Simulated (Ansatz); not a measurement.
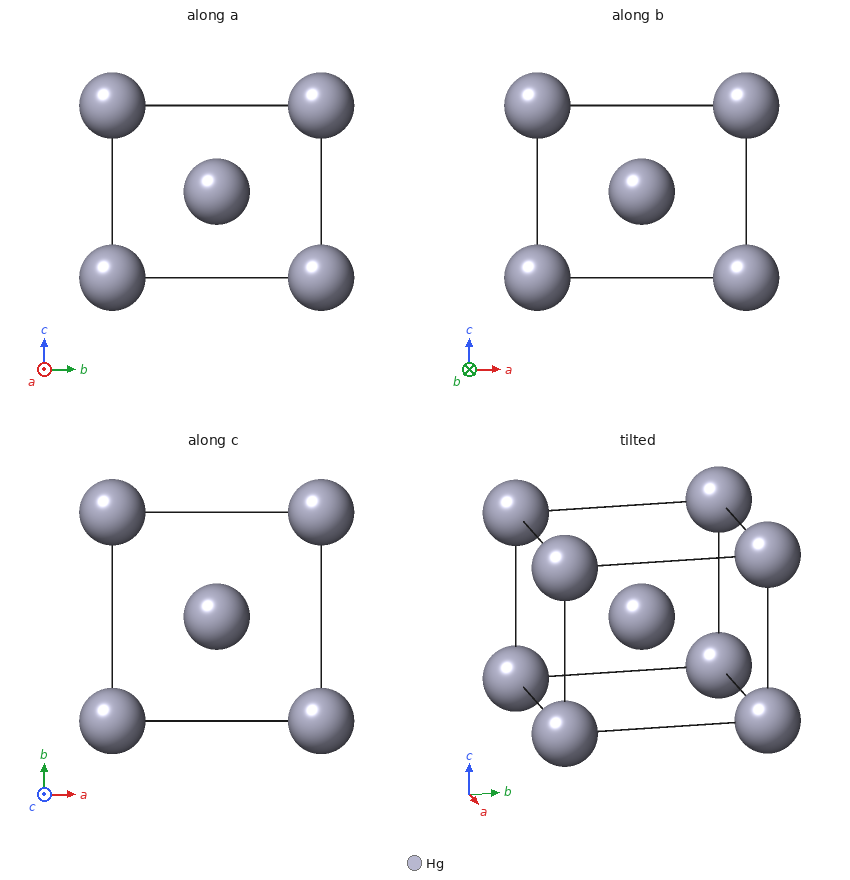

The figure gives a spheres-only picture of the atoms, viewed along the a axis, along the b axis, along the c axis and slightly off an axis. The edges of the conventional unit cell are marked.

Lattice parameters: a = 3.990 Å, b = 3.990 Å, c = 3.292 Å, α = 90.00°, β = 90.00°, γ = 90.00°. Put a along x and b in the xy plane.

Q: Write down what is shown as a POSCAR file.

A:
```
Hg
1.0
     3.990    0.000    0.000
     0.000    3.990    0.000
     0.000    0.000    3.292
Hg
2
Direct
  0.0000 0.0000 0.0000
  0.5000 0.5000 0.5000
```

Note that this is a generated cell, made by putting these elements into a known structure type (the compound may or may not exist in this form), and that it hasn't been relaxed. It was run through Ansatz as a DFT input.
